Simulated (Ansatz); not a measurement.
```
Ni
1.0
     2.44802    0.00000    0.00000
    -1.22401    2.12005    0.00000
     0.00000    0.00000    4.07281
Ni
2
Cartesian
  1.2240 0.7067 3.0546
  0.0000 1.4134 1.0182
```

Space group P6₃/mmc; a structure from a database of computed crystals, not necessarily the ambient phase; computed pressure about 9 GPa in this cell; spin-polarised.

Level of theory: Kohn-Sham DFT of a periodic cell, B3LYP, Ansatz PAW (Ansatz).

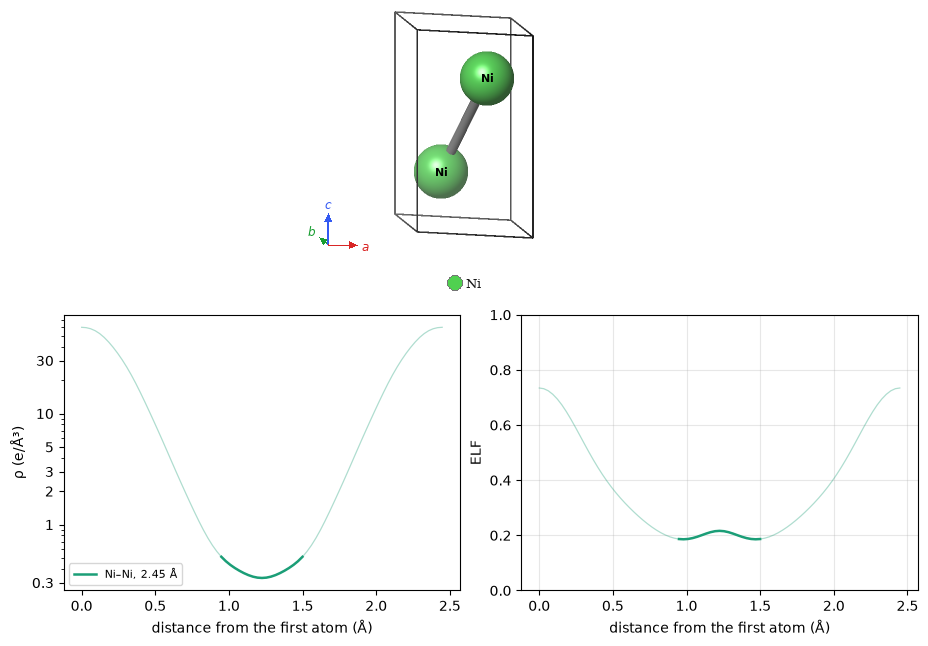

Ni. Valence electron density and ELF along straight lines between neighbouring atoms. Thin, pale parts lie inside the atomic spheres. The structure is drawn too.

In a PAW calculation such maps are meaningful between the atoms, not at the nuclei.

Q: What can be read from the curves?

A: Ni–Ni (2.45 Å): ρ at the midpoint is about 0.33 e/Å³; the ELF is about 0.20 at the midpoint (no localised pair shows between them).
